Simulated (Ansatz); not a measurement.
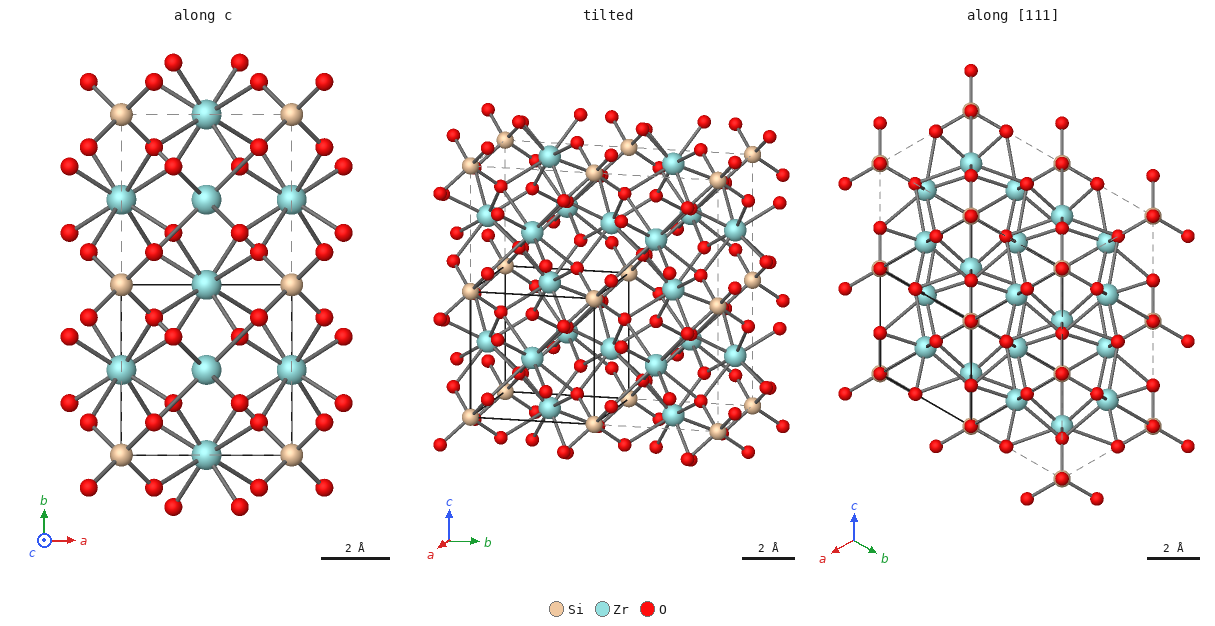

Shown here is a ball-and-stick view of the crystal, taken along the c axis, slightly off an axis and along [111]. The conventional unit cell (solid box) is repeated to 1×2×2 cells. Some neighbours outside the box are added.

The material is Zr$_{3}$SiO$_{8}$. The space group is P-43m (No. 215); the lattice is primitive cubic. Counting shared atoms by their share gives 3 Zr, 1 Si, 8 O, or 12 atoms. The Si atoms are each bonded to four O in a tetrahedral arrangement at about 1.7 Å. Each Zr atom is coordinated by eight O at about 2.1 to 2.4 Å. O takes two kinds of site: 4e with three Zr in a trigonal planar arrangement at about 2.1 Å; 4e with three Zr and one Si in a distorted tetrahedral arrangement (about 2.4 Å to Zr, 1.7 Å to Si). Not all metal-metal contacts are counted. The bonds build a three-dimensional framework.

The model was built from a structure listed in the Materials Project, with elements exchanged, so it need not be a known form of the compound. Atoms and cell were optimised with DFT r2SCAN, scalar-relativistic, plane waves, PAW (Ansatz).
